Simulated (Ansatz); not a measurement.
# Geometry relaxation of Al (part 2 of 2)

Al (slab, 6 atoms in the cell); DFT PBE, scalar-relativistic, plane waves, PAW, no spin polarisation (Ansatz 0.2.0); cutoff 420 eV, 12×12×1 k-mesh, Gaussian smearing of 0.1 eV. The structure derives from an entry of the Crystallography Open Database.

Geometry of the input (Å; fractional positions):
```
2.8577  0.0000  0.0000
-1.4289  2.4749  0.0000
0.0000  0.0000  26.6667
Al 0.6667  0.3333  0.2812
Al 0.3333  0.6667  0.3687
Al 0.0000  0.0000  0.4562
Al 0.6667  0.3333  0.5438
Al 0.3333  0.6667  0.6313
Al 0.0000  0.0000  0.7188
```

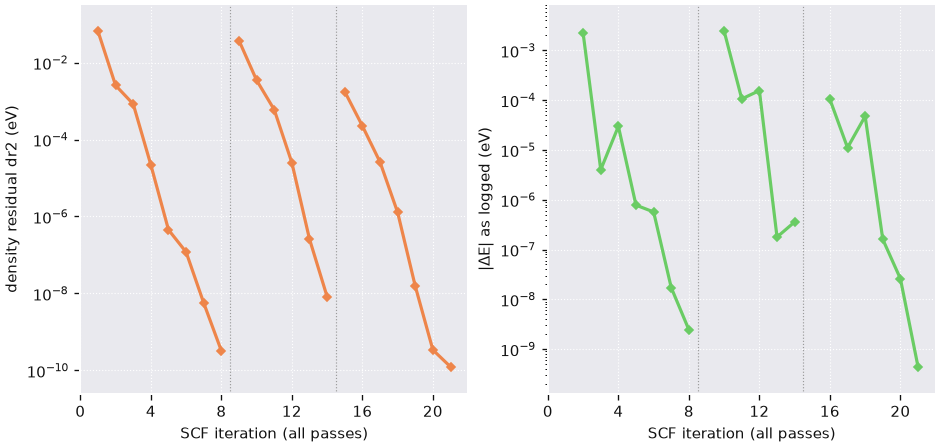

Fig. 1: Convergence of the self-consistent field: density residual dr2 and size of the energy change against the SCF iteration. The dotted lines part the SCF passes of the relaxation: geometry steps, rejected trials and re-solves on a re-selected basis. The passes take 8, 6 and 7 iterations.

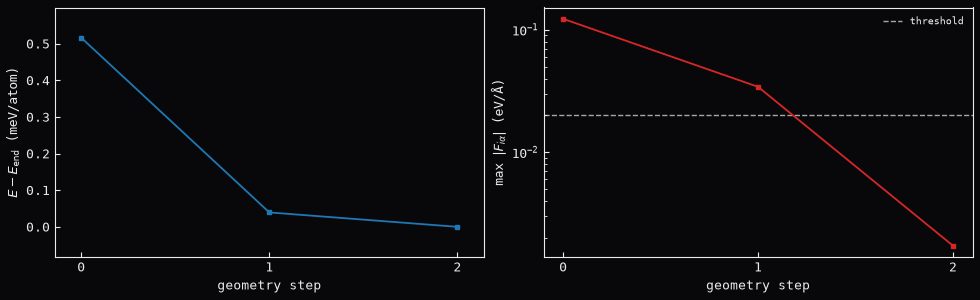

Fig. 2: Progress of the relaxation, step by step (the first geometry is step 0 here and step 1 in the log).

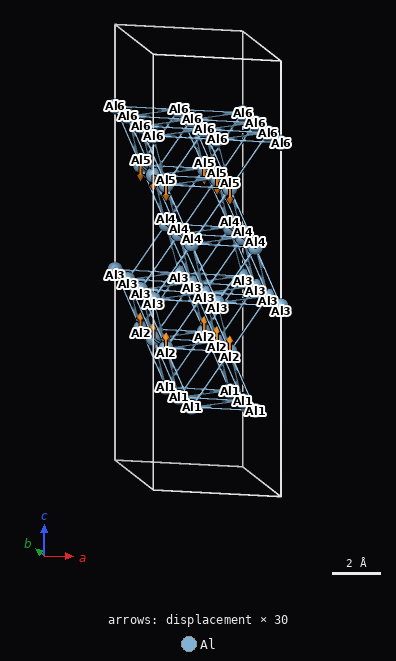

Fig. 3: The starting structure with the displacements as orange arrows, magnified 30 times (ball-and-stick view of the 2 × 3 repeat of the cell, with the vacuum cut short, seen slightly off an axis). The largest moves, 0.026 Å, are those of Al2 and Al5. The cell doesn't change. Distances before and after: Al1–Al2 2.858 → 2.879 Å, Al2–Al3 2.858 → 2.839 Å, Al3–Al4 2.858 → 2.853 Å. The energy falls by 0.5 meV per atom in 2 geometry steps. Largest force component: 0.12 eV/Å at the start, 0.0017 eV/Å at the end. (Atoms are counted from 1 in the order of the input.)

```
SCF converged after 7 iterations
Free energy (F): -3224.314990 eV
Harris-Foulkes:  -3224.314990 eV  (|F-HF|=1.57e-10)
Internal energy: -3224.296372 eV  (E = F + TS)
E sigma→0 (E₀):  -3224.305681 eV
Entropy (-TS):   -0.018617 eV (-3.103 meV/atom)
Fermi energy:    2.221584 eV
Dipole field:    D = 0.000014 V/Å  (p = 0.000014 e·Å, saw-weighted, corrected)
Work function:   Φ+ = 4.0881 eV   Φ− = 4.0885 eV
Levels:          The Fermi level and band energies are counted from a zero that moves with the ramp; work functions are not
--- Per-component energies (eV) ---
  E_band       = -34.881938
  E_kinetic    = 132.893256
  E_local      = -4140.391653  (includes V_loc(G=0)·N_el)
  E_nonlocal   = 62.522862
  E_hartree    = 2051.420822
  E_xc         = -236.281084
  E_vxc        = -170.867026  (∫ρ·V_xc dr)
  E_paw        = -2803.899219  (= ΣΔE_a)
  E_vpaw       = -21.880897  (= ΣTr[D̂ρ^β])
  E_aug_tail   = -0.000013  (compensation charges beyond the density's cutoff)
  E_efield     = 0.000000  (sawtooth field / dipole correction)
  E_vefield    = 0.000000  (∫n·V_field dr)
  E_ewald      = 1709.438655
  E_smearing   = -0.018617  (= −TS)
  E_closure    = -0.000000  (closes the sum)
  Σ components = -3224.314990   (vs F -3224.314990, Δ=0.00e0)
--- Forces (eV/Å), atoms counted from 1 ---
  atom   1  Al     0.00000000     0.00000000    -0.00004716
  atom   2  Al     0.00000000     0.00000000     0.00010824
  atom   3  Al    -0.00000000     0.00000000     0.00172342
  atom   4  Al    -0.00000000    -0.00000000    -0.00172366
  atom   5  Al     0.00000000    -0.00000000    -0.00012940
  atom   6  Al     0.00000000    -0.00000000     0.00006580
  max |Σ_I F_I| component: 2.76e-6 eV/Å
--- Band table (eV; the first three rows and the last of 19) ---
  k-point 0: bands = ["-8.6493", "-8.1321", "-7.3009", "-6.2320", "-4.8455", "-3.1444", "-1.4208", "0.6768", "2.7504", "4.6341", "5.7526", "6.6613", "6.8679", "8.7032", "8.8110"]
  k-point 1: bands = ["-8.4819", "-7.9651", "-7.1347", "-6.0668", "-4.6813", "-2.9802", "-1.2641", "0.8335", "2.9044", "4.7875", "5.9155", "6.8200", "7.0264", "8.8371", "8.9566"]
  k-point 2: bands = ["-7.9806", "-7.4653", "-6.6371", "-5.5722", "-4.1901", "-2.4900", "-0.7945", "1.2993", "3.3556", "5.2204", "6.3764", "7.1656", "7.4211", "7.6271", "7.9624"]
  k-point 18: bands = ["-0.8487", "-0.8378", "-0.8378", "-0.3964", "-0.3964", "-0.2696", "0.2742", "0.4709", "0.4709", "0.9555", "1.6296", "1.6296", "3.0801", "3.0801", "3.3573"]
--- Relaxed structure (3 steps of the walk, 3 accepted, 0 SCFs on fresh bases) ---
  F+E_penalty+E_count = -3224.31498971 eV   max|allowed force component| = 1.724e-3 eV/Å
  atoms:
    - { symbol: Al, position: [0.6666666666666666, 0.3333333333333333, 0.281213100897302] }
    - { symbol: Al, position: [0.3333333333333333, 0.6666666666666666, 0.36970933332360023] }
    - { symbol: Al, position: [2.1183227964955968e-20, 4.236645592991201e-20, 0.456356217268228] }
    - { symbol: Al, position: [0.6666666666666666, 0.3333333333333333, 0.5436439163056002] }
    - { symbol: Al, position: [0.3333333333333333, 0.6666666666666666, 0.6302907702880696] }
    - { symbol: Al, position: [7.279624957726855e-21, 1.4559249915453694e-20, 0.7187866619171999] }
```

Trajectory as extended XYZ (Å, eV, eV/Å), 3 frames, from step=1 to step=3
```
6
Lattice="2.8577 0.0000 0.0000 -1.4289 2.4749 0.0000 0.0000 0.0000 26.6667" Properties=species:S:1:pos:R:3:forces:R:3 step=1 energy=-3224.31189
Al    1.4289    0.8250    7.5000    0.0000   0.0000  -0.0614
Al    0.0000    1.6499    9.8333    0.0000   0.0000   0.1231
Al    0.0000    0.0000   12.1667    0.0000   0.0000  -0.0461
Al    1.4289    0.8250   14.5000    0.0000   0.0000   0.0461
Al    0.0000    1.6499   16.8333    0.0000   0.0000  -0.1231
Al    0.0000    0.0000   19.1667    0.0000   0.0000   0.0614
6
Lattice="2.8577 0.0000 0.0000 -1.4289 2.4749 0.0000 0.0000 0.0000 26.6667" Properties=species:S:1:pos:R:3:forces:R:3 step=2 energy=-3224.31475
Al    1.4289    0.8250    7.5013    0.0000   0.0000   0.0116
Al    0.0000    1.6499    9.8668    0.0000   0.0000  -0.0342
Al    0.0000    0.0000   12.1697    0.0000   0.0000   0.0207
Al    1.4289    0.8250   14.4969    0.0000   0.0000  -0.0207
Al    0.0000    1.6499   16.7999    0.0000   0.0000   0.0342
Al    0.0000    0.0000   19.1654    0.0000   0.0000  -0.0116
6
Lattice="2.8577 0.0000 0.0000 -1.4289 2.4749 0.0000 0.0000 0.0000 26.6667" Properties=species:S:1:pos:R:3:forces:R:3 step=3 energy=-3224.31499
Al    1.4289    0.8250    7.4990    0.0000   0.0000   0.0000
Al    0.0000    1.6499    9.8589    0.0000   0.0000   0.0001
Al    0.0000    0.0000   12.1695    0.0000   0.0000   0.0017
Al    1.4289    0.8250   14.4972    0.0000   0.0000  -0.0017
Al    0.0000    1.6499   16.8078    0.0000   0.0000  -0.0001
Al    0.0000    0.0000   19.1677    0.0000   0.0000   0.0001
```

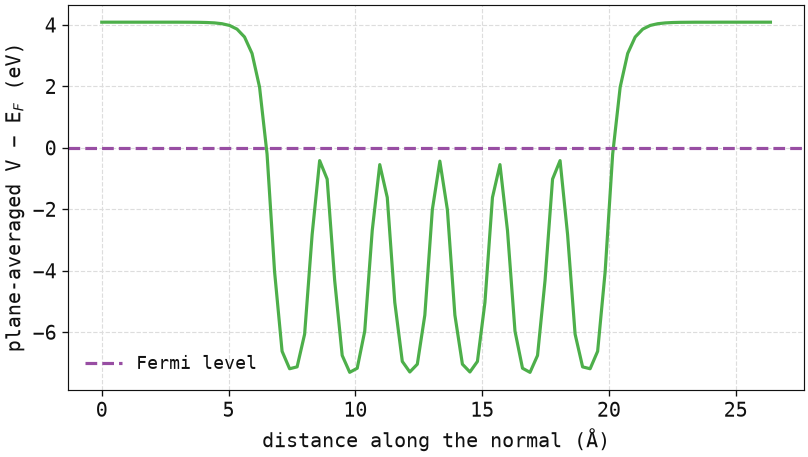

Fig. 4: Plane average of the electrostatic potential energy of an electron across the cell, from the Fermi level. The vacuum level lies 4.09 eV above the Fermi level.

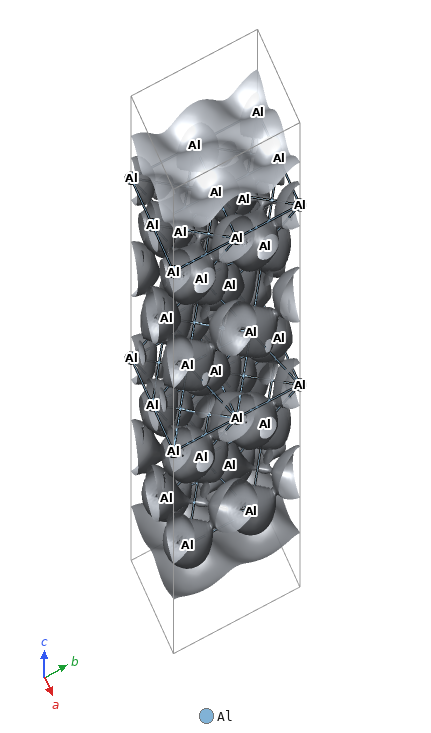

Fig. 5: Isosurface of the ELF at 0.5 (grey), seen at an oblique angle. Core shells and regions of very low density are left out. Sticks mark near contacts. Counts are for one cell; the picture repeats the cell along the surface. Profiles from the grid: Al–Al (2.84 Å): the ELF peaks at about 0.65 between the atoms. The fields are those of the smooth PAW valence density.

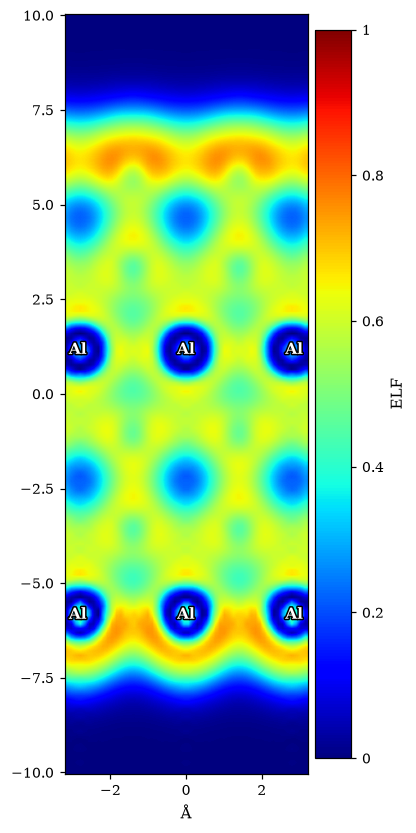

Fig. 6: ELF on the (100) plane of the calculation cell, a cut from vacuum to vacuum. The plane passes through Al nuclei. Al–Al (2.86 Å): the ELF is about 0.70 at the midpoint; no localised pair between them.
